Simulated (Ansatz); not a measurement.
Se: single-point calculation

- system: Se (R-3, 6 atoms in the cell)
- method: DFT PBE, scalar-relativistic, plane waves, PAW, no spin polarisation (Ansatz 0.2.0)

The structure derives from an entry of the Crystallography Open Database. Figures and captions count atoms from 1; the log counts them from 0 in places.

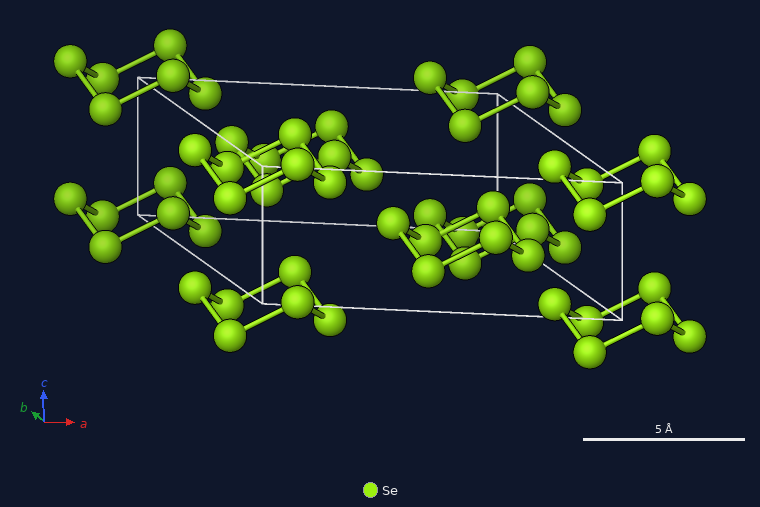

Figure 1. The structure as given in the input (ball-and-stick view of the cell 3 times as large as that of the calculation, set on its symmetry axes, seen slightly off an axis). An atom can appear more than once, as a periodic image.

Input file:
```yaml
crystal:
  lattice:
    - [0.0, 1.0e-10, 4.4289999999]
    - [-5.681, -3.2799268793, -1.4763333333]
    - [5.681, -3.2799268793, -1.4763333333]
  atoms:
    - { symbol: Se, position: [0.91818, 0.63752, 0.75567] }
    - { symbol: Se, position: [0.16251, 0.24433, 0.88185] }
    - { symbol: Se, position: [0.28066, 0.11815, 0.36248] }
    - { symbol: Se, position: [0.08182, 0.36248, 0.24433] }
    - { symbol: Se, position: [0.83749, 0.75567, 0.11815] }
    - { symbol: Se, position: [0.71934, 0.88185, 0.63752] }
basis:
  ecutwfc: 420
  fft_grid_basis: typed
kpoints:
  mp_grid: { grid: [6, 6, 6] }
hamiltonian:
  xc: pbe
  pseudopotentials: { kind: paw }
scf:
  occupations: { method: gaussian, width: 0.05 }
output:
  forces: true
  stress: true
  eigenvalues: true
  bader: true
  write_density: true
  volumetric_format: npy
  elf: true
```

Run on 2 threads of Arm Neoverse N1, 98 GiB of memory available, shared host.

Command:
```bash
ansatz run input.yaml --threads 2 --pin off --max-ram 4096MiB --backend cpu --events-out ev --progress --plain --runs-dir out
```

Log:
```
Engine: ansatz 0.2.0, aarch64-unknown-linux-gnu
Pseudopotentials: kind: paw
Pseudopotential: Se, paw, valence charge 16, recommended cutoff 420 eV (normal), Se.paw.azcp
Functional definition: PBE
  parameter kappa = 0.804
  parameter beta = 0.06672455060314922
  exchange = pbe_x(kappa = kappa, mu = beta*pi^2/3)
  correlation = pbe_c(beta = beta)
Crystal: 6 atoms, lattice volume = 165.053 Å³
Basis set: ecut = 420 eV, 3197 PW (Γ), exchange–correlation on 60×90×90 points (8 copies of the dense FFT grid, shifted against one another)
Bands: 58, of which v1, the nominal top of the filled ones, is band 48 counted from 1 (47 counted from 0)
Symmetry: 6 space group operations
Space group: R-3 (ITA 148), of the structure as read, at distance tolerance 5.5e-5 Å
k-points: 40 of 216
Non-local potential: Se, projectors of the file, l = 0: 2, l = 1: 2, l = 2: 3, l = 3: 1
PAW form: soft (Blöchl's): semilocal exchange-correlation on the pseudo side does not see the compensation charge
PAW one-centre angular grid: Se, 590 points (default); XC on 64 Gauss nodes
Initial density: superposition of atomic densities (neutral atoms: chi_scale 0, normalization atom), corrected by the library's trained network
Initial wavefunctions: pseudopotential atomic-orbital guess
Functional: x = pbe(κ = 0.804, μ = 0.2195149727645171), c = pbe(β = 0.06672455060314922)
SCF iter   1: F=—  HF=-32814.155240 eV  |F-HF|=—  |Δ(HF+E_count)|=         —  Δρ=1.99e-3  dr2=4.69e-3  ethr=1.77e-3  ⟨swp⟩=6.5  Hψ=8670  notcnv=0  defer=3
preconditioner: auto → Resta (q_TF=auto, 2.493 Å⁻¹)  ε∞=3.7  [insulator: Δε(μ)=1.198 eV  Ē_g=10.517 eV  σ=0.050 eV  W_gap=1.00  n_scr=42 (ndim 8)  ℏωp=17.3 eV  f_vac=0.092  D(μ)=0.00/eV (n_scr^D=0)  ε∞_Penn≈3.7]
SCF iter   2: F=—  HF=-32814.155642 eV  |F-HF|=—  |Δ(HF+E_count)|=   4.02e-4  Δρ=1.07e-3  dr2=1.14e-3  ethr=4.88e-6  ⟨swp⟩=2.0  Hψ=4460  notcnv=0  defer=39
SCF iter   3: F=—  HF=-32814.156506 eV  |F-HF|=—  |Δ(HF+E_count)|=   8.64e-4  Δρ=2.39e-4  dr2=6.96e-5  ethr=1.18e-6  ⟨swp⟩=2.9  Hψ=4079  notcnv=0  defer=39
SCF iter   4: F=—  HF=-32814.156552 eV  |F-HF|=—  |Δ(HF+E_count)|=   4.65e-5  Δρ=8.88e-5  dr2=1.49e-5  ethr=7.25e-8  ⟨swp⟩=2.0  Hψ=4080  notcnv=0  defer=39
SCF iter   5: F=—  HF=-32814.156576 eV  |F-HF|=—  |Δ(HF+E_count)|=   2.31e-5  Δρ=2.69e-5  dr2=1.92e-6  ethr=1.55e-8  ⟨swp⟩=2.0  Hψ=2880  notcnv=0  defer=39
SCF iter   6: F=—  HF=-32814.156578 eV  |F-HF|=—  |Δ(HF+E_count)|=   2.81e-6  Δρ=6.90e-6  dr2=1.04e-7  ethr=2.00e-9  ⟨swp⟩=2.0  Hψ=2880  notcnv=0  defer=39
SCF iter   7: F=-32814.156579 eV  HF=-32814.156579 eV  |F-HF|=1.02e-8  |Δ(HF+E_count)|=   1.59e-7  Δρ=1.52e-6  dr2=4.84e-9  ethr=1.04e-10  ⟨swp⟩=8.6  Hψ=10075  notcnv=0
SCF 1 converged in 7 iterations: F = -32814.156579 eV  dr2 = 4.84e-9
  greatest PAW one-centre occupation: 1.000 electrons in one spin orbital (limit 2), on the Se atom at site 5 (counted from 0), in its partial waves of l = 2
SCF converged after 7 iterations
Free energy (F): -32814.156579 eV
Harris-Foulkes:  -32814.156579 eV  (|F-HF|=1.02e-8)
Internal energy: -32814.156579 eV  (E = F + TS)
E sigma→0 (E₀):  -32814.156579 eV
Fermi energy:    7.137897 eV
--- Per-component energies (eV) ---
  E_band       = -2468.582738
  E_kinetic    = 705.262453
  E_local      = -15719.151994  (includes V_loc(G=0)·N_el)
  E_nonlocal   = -3566.732241
  E_hartree    = 7695.707332
  E_xc         = -622.263877
  E_vxc        = -584.858183  (∫ρ·V_xc dr)
  E_paw        = -11471.928398  (= ΣΔE_a)
  E_vpaw       = 1305.484556  (= ΣTr[D̂ρ^β])
  E_aug_tail   = -0.003589  (compensation charges beyond the density's cutoff)
  E_ewald      = -9835.046265
  E_smearing   = -0.000000  (= −TS)
  E_closure    = -0.000000  (closes the sum)
  Σ components = -32814.156579   (vs F -32814.156579, Δ=0.00e0)
--- Forces (eV/Å), atoms counted from 1 ---
  atom   1  Se     0.16632468     0.33498117     0.28320917
  atom   2  Se    -0.37326454    -0.02344919     0.28320917
  atom   3  Se     0.20693986    -0.31153198     0.28320917
  atom   4  Se    -0.16632468    -0.33498117    -0.28320917
  atom   5  Se     0.37326454     0.02344919    -0.28320917
  atom   6  Se    -0.20693986     0.31153198    -0.28320917
  max |Σ_I F_I| component: 1.11e-16 eV/Å
--- Stress (GPa, compression-positive) ---
        2.813533       0.000000      -0.000000
       -0.000000       2.813533      -0.000000
       -0.000000      -0.000000       2.438845
  P = ⅓ Tr σ = 2.6886 GPa (26.886 kbar)
--- Band table (eV; the first three rows and the last of 40) ---
  k-point 0: bands = ["-41.5843", "-41.5606", "-41.5606", "-41.5307", "-41.5296", "-41.5296", "-41.5120", "-41.5120", "-41.5087", "-41.4934", "-41.4934", "-41.4631", "-41.3199", "-41.3178", "-41.3178", "-41.3149", "-41.3149", "-41.3143", "-41.2727", "-41.2713", "-41.2713", "-41.2687", "-41.2687", "-41.2673", "-41.2385", "-41.2254", "-41.2254", "-41.2074", "-41.2074", "-41.2000", "-9.2453", "-7.5212", "-7.5212", "-5.2833", "-5.2833", "-3.6060", "0.9333", "1.6002", "2.1568", "2.1568", "3.8358", "3.8358", "4.4011", "5.2649", "5.7490", "5.7490", "5.8492", "5.8492", "8.2873", "8.2873", "9.1248", "9.3315", "9.3315", "9.5243", "12.8168", "13.0998", "13.0998", "13.4839"]
  k-point 1: bands = ["-41.5844", "-41.5605", "-41.5604", "-41.5307", "-41.5296", "-41.5296", "-41.5121", "-41.5120", "-41.5087", "-41.4936", "-41.4935", "-41.4630", "-41.3199", "-41.3178", "-41.3178", "-41.3149", "-41.3149", "-41.3143", "-41.2726", "-41.2713", "-41.2713", "-41.2686", "-41.2686", "-41.2673", "-41.2385", "-41.2254", "-41.2253", "-41.2074", "-41.2072", "-41.2001", "-9.1825", "-7.6429", "-7.5576", "-5.3273", "-5.1824", "-3.5097", "1.1233", "1.4587", "2.1720", "2.2765", "3.6349", "3.7546", "4.3252", "5.3099", "5.5331", "5.6946", "5.9493", "5.9701", "7.8532", "8.1961", "9.0101", "9.4029", "9.6136", "9.7961", "12.6402", "13.0782", "13.1485", "13.2913"]
  k-point 2: bands = ["-41.5847", "-41.5603", "-41.5601", "-41.5308", "-41.5296", "-41.5296", "-41.5122", "-41.5120", "-41.5086", "-41.4938", "-41.4936", "-41.4629", "-41.3198", "-41.3179", "-41.3178", "-41.3149", "-41.3149", "-41.3143", "-41.2726", "-41.2714", "-41.2713", "-41.2686", "-41.2685", "-41.2674", "-41.2387", "-41.2254", "-41.2252", "-41.2073", "-41.2069", "-41.2005", "-9.0235", "-7.9140", "-7.6245", "-5.3975", "-4.9742", "-3.3591", "1.2305", "1.6669", "2.2286", "2.4343", "3.1483", "3.6487", "4.2792", "5.2047", "5.2649", "5.5112", "5.7112", "6.0909", "7.9454", "8.2406", "8.6752", "9.5271", "9.9524", "10.0602", "12.1517", "12.8238", "13.2670", "13.6164"]
  k-point 39: bands = ["-41.5844", "-41.5604", "-41.5604", "-41.5307", "-41.5297", "-41.5297", "-41.5120", "-41.5120", "-41.5086", "-41.4934", "-41.4934", "-41.4633", "-41.3197", "-41.3179", "-41.3179", "-41.3148", "-41.3148", "-41.3142", "-41.2728", "-41.2712", "-41.2712", "-41.2686", "-41.2686", "-41.2673", "-41.2391", "-41.2249", "-41.2249", "-41.2071", "-41.2071", "-41.2009", "-8.7497", "-7.7521", "-7.7521", "-5.3427", "-5.3427", "-3.0664", "1.2064", "1.6101", "1.6101", "2.4990", "2.9677", "2.9677", "3.1959", "4.9969", "4.9969", "5.2380", "5.2380", "6.5411", "7.9755", "7.9755", "8.4098", "10.0904", "10.7738", "10.7738", "13.4842", "13.4842", "14.1561", "15.3013"]
--- Bader charges: 6 sites ---
  site symbol  charge [e]  shift [e]
     0     Se      0.0000     0.0000
     1     Se      0.0000     0.0000
     2     Se      0.0000     0.0000
     3     Se      0.0000     0.0000
     4     Se      0.0000     0.0000
     5     Se      0.0000     0.0000
  estimated error of the sums over rays = 1.8e-4 e
```

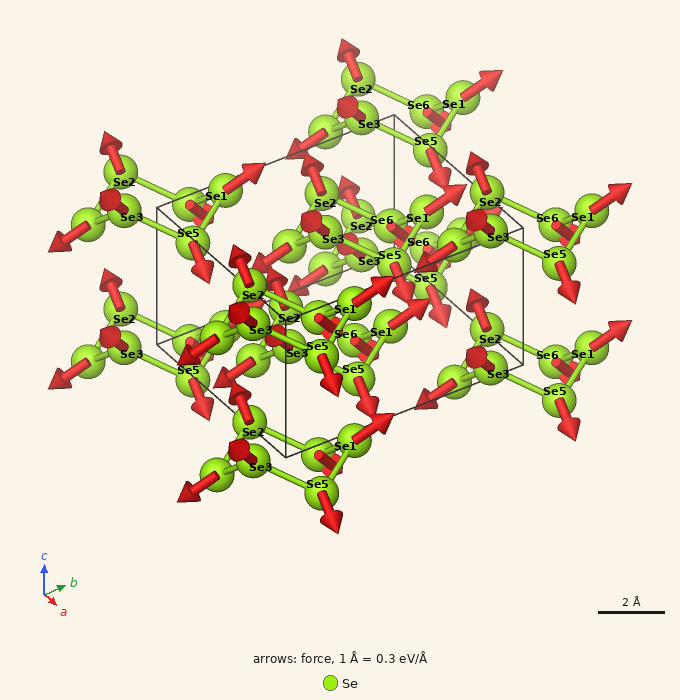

Figure 2. Forces on the atoms as red arrows (ball-and-stick view of the cell 3 times as large as that of the calculation, set on its symmetry axes, seen slightly off an axis; atoms are numbered from 1 in the order of the input). The largest act on all 6 Se atoms (0.47 eV/Å). The geometry is not a stationary point of this energy.

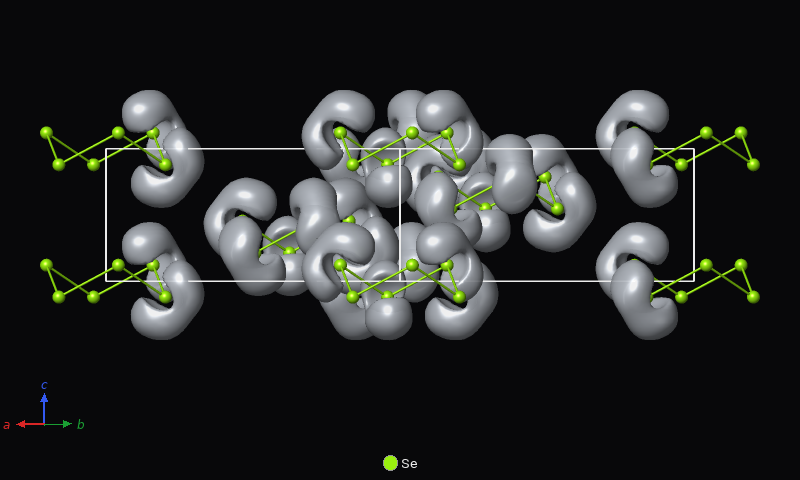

Figure 3. Isosurface of the ELF at 0.75 (grey), seen along [110]. Core shells and regions of very low density are left out. Sticks mark near contacts. The outline is the cell set on symmetry axes. Along the contacts the grid gives the following. Se–Se (2.36 Å): the ELF peaks at about 0.70 between the atoms. The fields are those of the smooth PAW valence density.

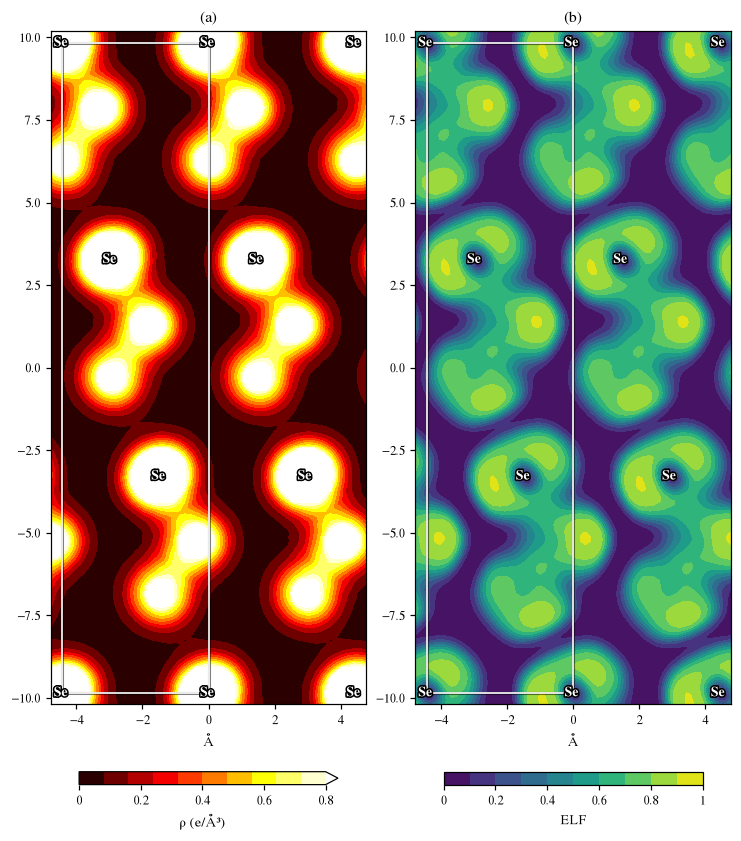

Figure 4. (a) valence electron density; (b) electron localisation function on the (110) plane of the conventional cell. Away from the nuclei the density in this plane falls to 0.02 e/Å³ at its lowest.

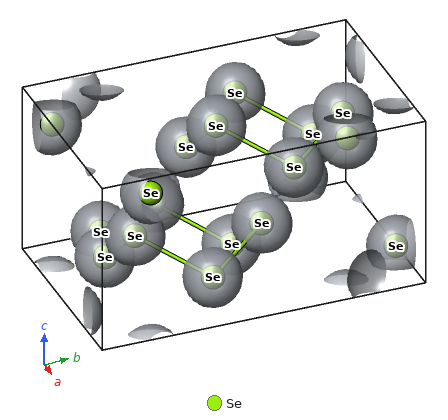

Figure 5. Isosurface of the valence pseudo-density at 1 e/Å³ (grey), seen slightly off an axis. Sticks mark near contacts. The outline is the cell set on symmetry axes. At this value the density breaks into separate islands; it holds about 70 % of the electrons treated as valence. It is pinched off along the Se–Se (2.36 Å) contacts. On the grid the lowest density along these lines, outside the cores, is 0.69 e/Å³ (Se–Se, 2.36 Å).

Results in brief:

- outcome: converged
- space group (tolerance 0.01 Å): R-3 (148)
- electrons treated: 96
- free energy: −32814.1566 eV
- Fermi energy: 7.138 eV
- gap on the k-point mesh: 1.20 eV
- pressure: 2.69 GPa
- largest force (length of the vector): 0.469 eV/Å
- wall time: 85 s (CPU time 2.8 min)
- peak memory: 0.56 GiB
